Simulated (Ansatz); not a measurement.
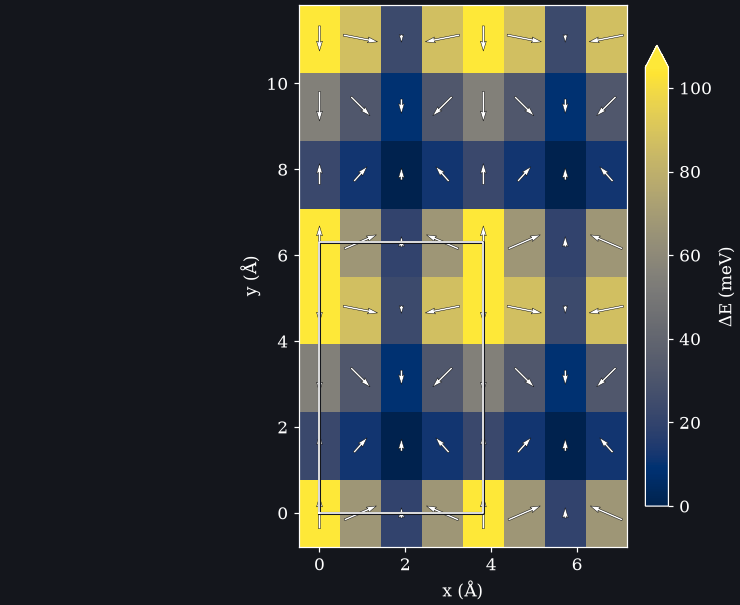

Energy landscape of N₂ on a Si(100) slab cut from the P6_3/mmc phase, its upper half relaxed before the scan (16 atoms of substrate and one adsorbate in a 2 × 1 cell). N2 is moved over the surface cell at a fixed height above a rigid substrate; the origin of the map has the adsorbate above Si13; the height is held at 3.10 Å. Places are given modulo a cell vector. The map is drawn in real space over the plane of the surface. The scan uses a 4 × 4 grid; 12 points were computed and 4 follow by symmetry. Places are given in fractions of the 1 × 1 surface cell. Energies: meV, counted from the lowest grid point. At a fixed height the lowest place need not be the adsorption site. Method: Ansatz, DFT PBE+D3(BJ), scalar-relativistic, plane waves, PAW. Settings: cutoff 420 eV, k-mesh 4×4×1, gaussian smearing 0.05 eV, no spin polarisation.

The picture shows one coloured cell a grid point, arrows along the force (downhill), their lengths compressed, the outline of one cell of the 2 × 2 shown, one colour for all values above the top of the scale. 

Question: Where are the lowest and the highest points?

Answer: The lowest grid point is at (2/4, 1/4) of the cell vectors. The highest grid point, (0/4, 3/4) of the cell vectors, lies 163 meV above the lowest.

Each point was launched as `ansatz run input.yaml --threads 1 --pin off --max-ram 3072MiB --backend cpu --events-out ev --progress --plain --runs-dir out`. The whole map (12 points run) took 20 min on 1 thread of Arm Neoverse N1, on a shared host.

PAW datasets: the set soft_1.
